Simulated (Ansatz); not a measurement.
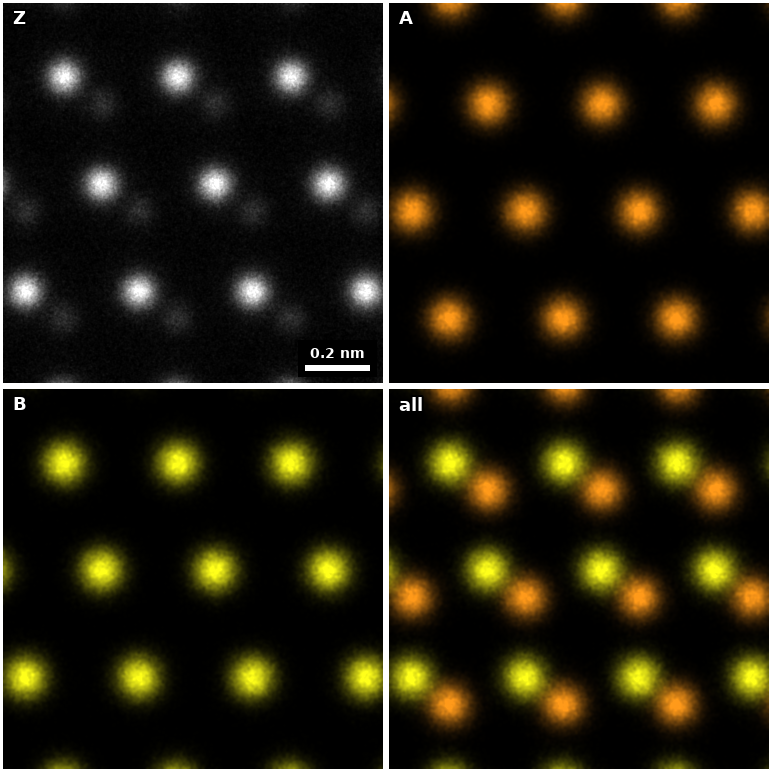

CdS (R3m, No. 160) along [211]. Panel Z: Simulation: incoherent imaging, intensity Z^1.7 per atom, probe width 0.78 Å, thin sample. The probe carries 25 % of its weight in a tail 2.5 times as wide. Shot noise was added. The other panels are simulated element maps (the number of atoms of one element along the beam, blurred by 1.0 Å, with counting noise; each on its own scale, no channelling); the last overlays them. Structure used: coordinates from a relaxation with Ansatz, DFT PBEsol, scalar-relativistic, plane waves, PAW.

```yaml
crystal:
  lattice:
    - [4.15520, 0.00000, 0.00000]
    - [-2.07760, 3.59851, 0.00000]
    - [0.00000, 0.00000, 10.00731]
  atoms:
    - { symbol: Cd, position: [0.33333, 0.66667, 0.66787] }
    - { symbol: S, position: [0.33333, 0.66667, 0.41546] }
    - { symbol: Cd, position: [0.00000, 0.00000, 0.00120] }
    - { symbol: S, position: [0.00000, 0.00000, 0.74880] }
    - { symbol: Cd, position: [0.66667, 0.33333, 0.33454] }
    - { symbol: S, position: [0.66667, 0.33333, 0.08213] }
```

Question: Which element does each lettered map show?

Answer: A: S, B: Cd. The projected cell (3.58 × 3.58 Å, 109°) holds 2 columns: 1 of Cd and 1 of S. No column is shared by two of the mapped elements.
